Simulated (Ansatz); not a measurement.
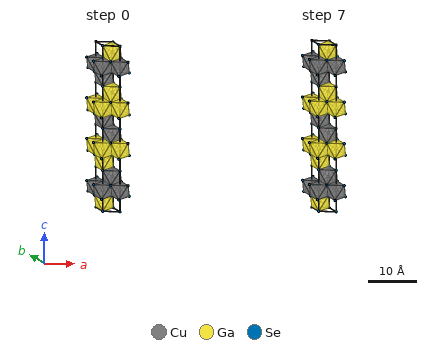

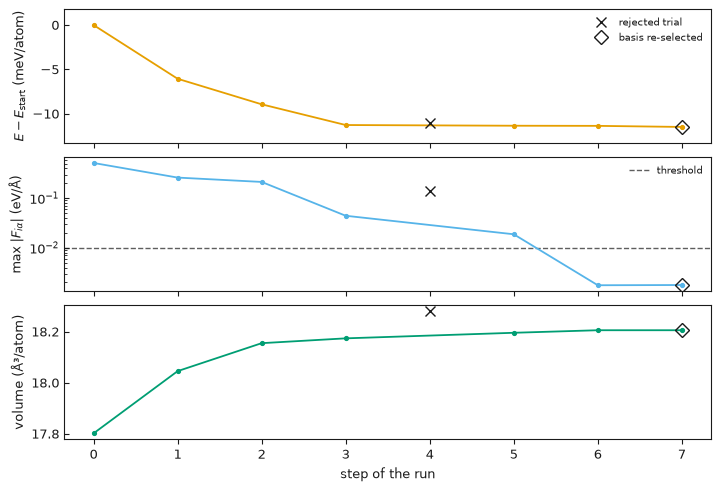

First and last geometry of a relaxation of crystalline GaCuSe₂ (a generated structure, set up in R-3m), with the history of the run. A polyhedral model of the conventional cell (3 times the calculation's cell), seen slightly off an axis. Lengths and directions refer to the drawn axes.

Method: DFT, r2SCAN+rVV10, plane waves, PAW in Ansatz.

Input
```yaml
crystal:
  lattice:
    - [1.8406538316, 1.0627019852, 12.1344261399]
    - [-1.8406538316, 1.0627019852, 12.1344261399]
    - [0.0, -2.1254039703, 12.1344261399]
  atoms:
    - { symbol: Cu, position: [0.8714871046, 0.8714871046, 0.8714871046] }
    - { symbol: Cu, position: [0.1285128954, 0.1285128954, 0.1285128954] }
    - { symbol: Ga, position: [0.3785950507, 0.3785950507, 0.3785950507] }
    - { symbol: Ga, position: [0.6214049493, 0.6214049493, 0.6214049493] }
    - { symbol: Se, position: [0.5, 0.5, 0.5] }
    - { symbol: Se, position: [0.7542838098, 0.7542838098, 0.7542838098] }
    - { symbol: Se, position: [1.0, 0.0, 0.0] }
    - { symbol: Se, position: [0.2457161902, 0.2457161902, 0.2457161902] }
kpoints:
  mp_grid: { grid: [8, 8, 8] }
hamiltonian:
  xc: r2scan
  dispersion: rvv10
scf:
  occupations: { method: fermi_dirac, width: 0.03 }
relax:
  f_tol: 0.01
  cell: {}
  max_steps: 120
output:
  write_density: true
  write_potential: true
  elf: true
  volumetric_format: npy
```

Launched with:
```bash
ansatz run input.yaml --threads 4 --pin off --max-ram 4608MiB --backend cpu --events-out ev --progress --plain --runs-dir out
```

> Read the history and describe the run.

It converged. The largest moves relative to the cell, 0.12 Å, are those of Se6 and Se8. Se6 goes along −c. By element the largest moves are Se 0.12 Å, Cu 0.10 Å, Ga 0.02 Å. The drawn cell changes as follows: a = b 3.681 → 3.710 Å (+0.8 %), c 36.403 → 36.651 Å (+0.7 %); the volume changes by +2.3 %. Near-neighbour distances that change, for instance: Cu1–Se8 2.595 → 2.747 Å, Ga3–Se6 2.626 → 2.567 Å, Cu1–Se5 2.539 → 2.506 Å, Ga3–Se7 2.689 → 2.719 Å. Bond angles that change, for instance: Se5–Cu1–Se8 178.2° → 172.5°, Se8–Cu1–Se8 90.4° → 85.0°, Cu1–Se8–Cu1 90.4° → 85.0°. The space group stays R-3m (No. 166). The energy falls by 11.5 meV per atom in 5 accepted moves (7 points after the start). The largest force component goes from 0.51 to 0.0018 eV/Å. The pressure goes from 1.23 to 0.01 GPa. The line search rejected the trial step at point 4 of the run. The SCF was repeated once at an unchanged geometry on a basis and grid sized afresh for the cell, which shifted the energy by 0.1 meV per atom at most. The run took 2.1 min on 4 threads of Intel(R) Xeon(R) 6975P-C (Granite Rapids), with other jobs on the host, peak memory 1.6 GiB.

| step | E − E(0), meV/atom | largest force component, eV/Å | pressure, GPa | volume, Å³/atom | note |
| --- | --- | --- | --- | --- | --- |
| 0 | 0.00 | 0.5137 | 1.23 | 17.802 |  |
| 1 | -6.05 | 0.2607 | 0.08 | 18.046 |  |
| 2 | -8.93 | 0.2130 | -0.27 | 18.155 |  |
| 3 | -11.26 | 0.0443 | 0.08 | 18.174 |  |
| 4 | -11.01 | 0.1398 | -0.39 | 18.281 | rejected |
| 5 | -11.34 | 0.0187 | 0.01 | 18.196 |  |
| 6 | -11.36 | 0.0018 | 0.00 | 18.206 |  |
| 7 | -11.48 | 0.0018 | 0.01 | 18.206 | same geometry, new basis |
